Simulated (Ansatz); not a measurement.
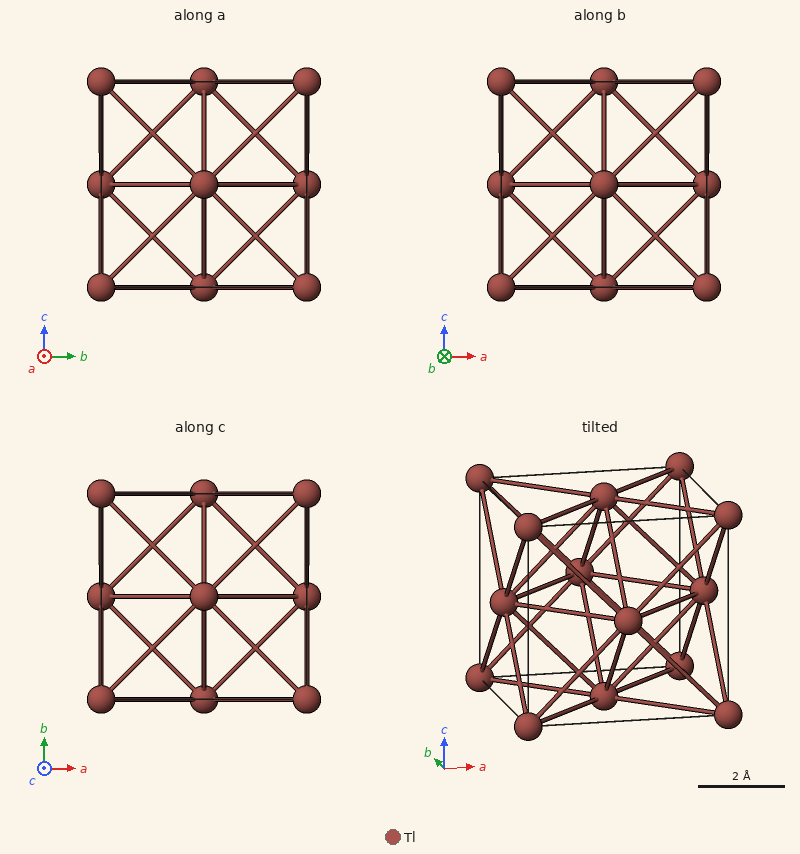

The figure gives a ball-and-stick picture of the atoms, viewed along the a axis, along the b axis, along the c axis and slightly off an axis. The lines enclose the conventional unit cell; boundary atoms appear with their images.

Lattice parameters: a = 4.792 Å, b = 4.792 Å, c = 4.792 Å, α = 90.00°, β = 90.00°, γ = 90.00°.

Write down what is shown as a table of Wyckoff sites.

Answer. Space group Fm-3m (No. 225).
| atom | site | x | y | z |
| --- | --- | --- | --- | --- |
| Tl | 4a | 0.0000 | 0.0000 | 0.0000 |

It derives from a structure type filled with this element by a generator (whether the element takes this form wasn't checked). Earlier steps of the study may have refined or changed the cell and positions. It went into a calculation with Ansatz.

At this level of theory the cell isn't at rest (compressed, at 5 GPa), so its distances can differ from those at equilibrium, the more so the softer the solid.
